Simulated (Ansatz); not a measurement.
The coordinates of a crystal:

```xyz
8
Lattice="5.6758 0.0000 0.0000 0.0000 5.6758 0.0000 0.0000 0.0000 5.6758" Properties=species:S:1:pos:R:3 pbc="T T T"
Al    0.0000    0.0000    0.0000
As    1.4190    1.4190    1.4190
Al    0.0000    2.8379    2.8379
As    1.4190    4.2569    4.2569
Al    2.8379    0.0000    2.8379
As    4.2569    1.4190    4.2569
Al    2.8379    2.8379    0.0000
As    4.2569    4.2569    1.4190
```

Give a crystallographic description of this input.

The material is AlAs. Space group F-43m (No. 216), lattice face-centred cubic. The structure type is zinc blende (sphalerite type). Atoms per cell: 8 (4 Al, 4 As). The Al atoms are each bonded to four As in a tetrahedral arrangement at 2.46 Å. Each As atom has four Al in a tetrahedral arrangement at 2.46 Å around it. The bonds build a three-dimensional framework.

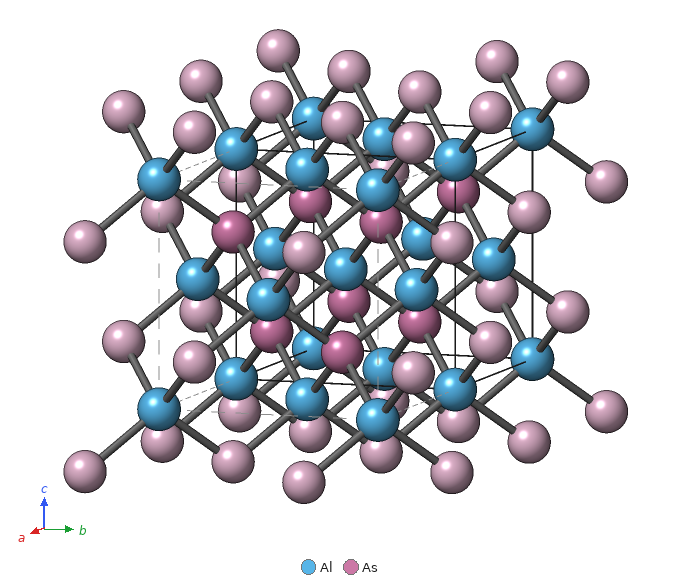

This ball-and-stick model is shown slightly off an axis. One conventional unit cell is drawn solid; the view covers 2×1×1 cells. Every bond is drawn to its end, so some atoms lie outside the box, in fainter colours.

The cell started as a structure listed in the Materials Project. The atoms were relaxed in a fixed cell with DFT, PBEsol, plane waves, PAW in Ansatz.
